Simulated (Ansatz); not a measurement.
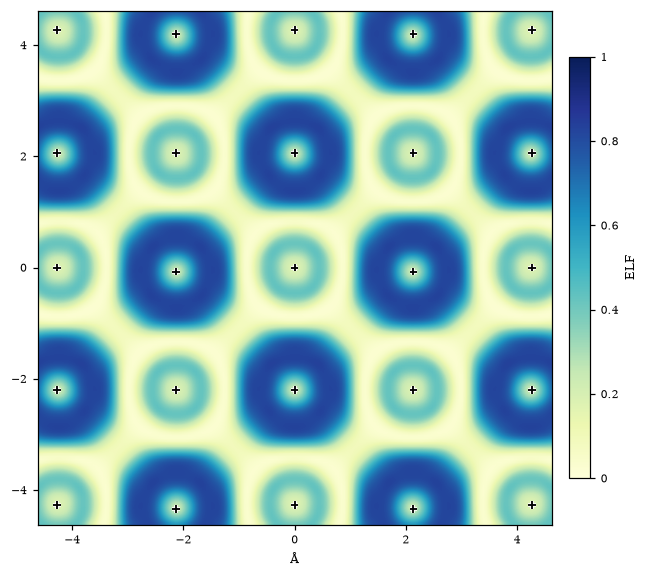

The electron localisation function on a plane through atoms (crosses mark nuclei in the plane).

Level of theory: DFT PBEsol, scalar-relativistic, plane waves, PAW (Ansatz 0.2.0).

Candidates:
A. MgO, a = 4.27 Å, b = 6.04 Å, c = 6.04 Å, α = 90.00°, β = 90.00°, γ = 90.00°. Space group Amm2; changed on purpose from its base cell (atom 1 (Mg) moved +0.100 A along Cartesian [1 1 0]); not relaxed (largest force 0.8 eV/Å); computed pressure about −6 GPa in this cell.
B. Zr$_{3}$O, a = 5.58 Å, b = 5.58 Å, c = 5.16 Å, α = 90.00°, β = 90.00°, γ = 120.00°. Space group P6₃22.
C. Ta, a = 3.30 Å, b = 3.30 Å, c = 3.30 Å, α = 90.00°, β = 90.00°, γ = 90.00°. Space group Im-3m; computed pressure about −4 GPa in this cell; computed without spin polarisation.

Question: Which system is this?

Answer: Candidate A: MgO on the (011̄) plane of the conventional cell, which holds Mg and O. Mg–O (2.07 Å): the ELF peaks at about 0.85 in the valence shell of O, 0.7 Å from its nucleus, and is about 0.35 at the midpoint (an ionic contact with no shared pair). Mg–O (2.14 Å): the ELF peaks at about 0.85 in the valence shell of O, 0.7 Å from its nucleus, and is about 0.35 at the midpoint; a closed-shell, largely ionic contact.
